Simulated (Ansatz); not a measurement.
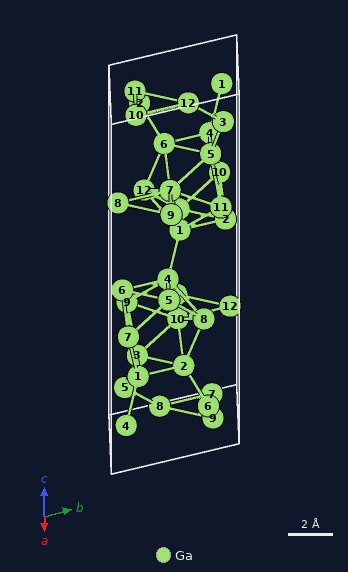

This is the input geometry for a relaxation of crystalline Ga (built on the alpha-boron_166 type) (coarse preliminary run). A ball-and-stick model of the conventional cell (3 times the calculation's cell), seen from a free direction. Lengths and directions refer to the drawn axes.

Case: alpha-boron type (R-3m, No. 166).

Level of theory: DFT r2SCAN, scalar-relativistic, plane waves, PAW in Ansatz.

Input
```yaml
crystal:
  lattice:
    - [3.4609644385, 1.9981887503, 5.9023362359]
    - [-3.4609644385, 1.9981887503, 5.9023362359]
    - [0.0, -3.9963775004, 5.9023362359]
  atoms:
    - { symbol: Ga, position: [0.01019, 0.65361, 0.01019] }
    - { symbol: Ga, position: [0.01019, 0.01019, 0.65361] }
    - { symbol: Ga, position: [0.65361, 0.01019, 0.01019] }
    - { symbol: Ga, position: [0.98981, 0.34639, 0.98981] }
    - { symbol: Ga, position: [0.34639, 0.98981, 0.98981] }
    - { symbol: Ga, position: [0.98981, 0.98981, 0.34639] }
    - { symbol: Ga, position: [0.22118, 0.6306, 0.22118] }
    - { symbol: Ga, position: [0.22118, 0.22118, 0.6306] }
    - { symbol: Ga, position: [0.6306, 0.22118, 0.22118] }
    - { symbol: Ga, position: [0.77882, 0.3694, 0.77882] }
    - { symbol: Ga, position: [0.3694, 0.77882, 0.77882] }
    - { symbol: Ga, position: [0.77882, 0.77882, 0.3694] }
basis:
  ecutwfc: 500
kpoints:
  mp_grid: { grid: [3, 3, 3] }
hamiltonian:
  xc: r2scan
scf:
  occupations: { method: gaussian, width: 0.1 }
  lower_state_search: "off"
output:
  forces: true
  stress: true
  eigenvalues: true
relax:
  adjacent_minimum: "off"
  f_tol: 0.04
  max_steps: 70
  cell: { stress_tol: 0.4 }
```

Q: Predict the outcome.

A: The largest moves relative to the cell, 0.11 Å, are those of Ga7, Ga8, Ga9, Ga10, Ga11 and Ga12. Ga10 goes along [−3 3 −1]. Cell: a = b 6.922 → 7.000 Å (+1.1 %), c 17.707 → 18.298 Å (+3.3 %). Volume +5.7 %. Near-neighbour distances that change, for instance: Ga7–Ga11 2.512 → 2.677 Å, Ga1–Ga2 2.468 → 2.617 Å, Ga10–Ga11 2.834 → 2.687 Å, Ga1–Ga7 2.534 → 2.639 Å. Bond angles that change, for instance: Ga4–Ga1–Ga7 129.2° → 133.2°, Ga11–Ga1–Ga12 107.0° → 110.6°, Ga2–Ga1–Ga4 115.0° → 111.5°. The space group stays R-3m (No. 166). The energy falls by 74.3 meV per atom in 3 accepted moves (5 points after the start). The largest force component goes from 1.5 to 0.0041 eV/Å. The pressure goes from 6.59 to 0.00 GPa. The line search rejected the trial step at point 3 of the run. The SCF was repeated once at an unchanged geometry on a basis and grid sized afresh for the cell, which shifted the energy by 0.6 meV per atom at most.

Final geometry:

```xyz
12
Lattice="3.4998 2.0206 6.0993 -3.4998 2.0206 6.0993 0.0000 -4.0413 6.0993" Properties=species:S:1:pos:R:3 pbc="T T T"
Ga   -2.1914    1.2652    4.1398
Ga    0.0000   -2.5304    4.1398
Ga    2.1914    1.2652    4.1398
Ga    2.1914   -1.2652   14.1581
Ga   -2.1914   -1.2652   14.1581
Ga    0.0000    2.5304   14.1581
Ga   -1.3437    0.7758    6.5905
Ga    0.0000   -1.5515    6.5905
Ga    1.3437    0.7758    6.5905
Ga    1.3437   -0.7758   11.7073
Ga   -1.3437   -0.7758   11.7073
Ga    0.0000    1.5515   11.7073
```

The end point in the same view:

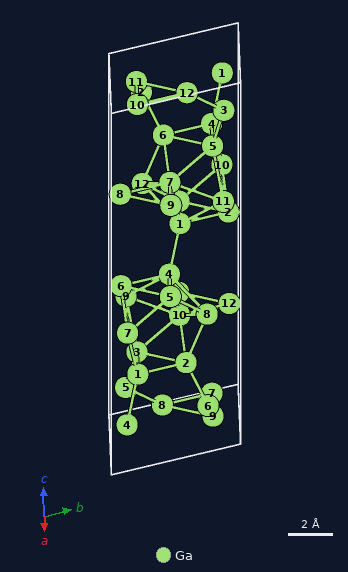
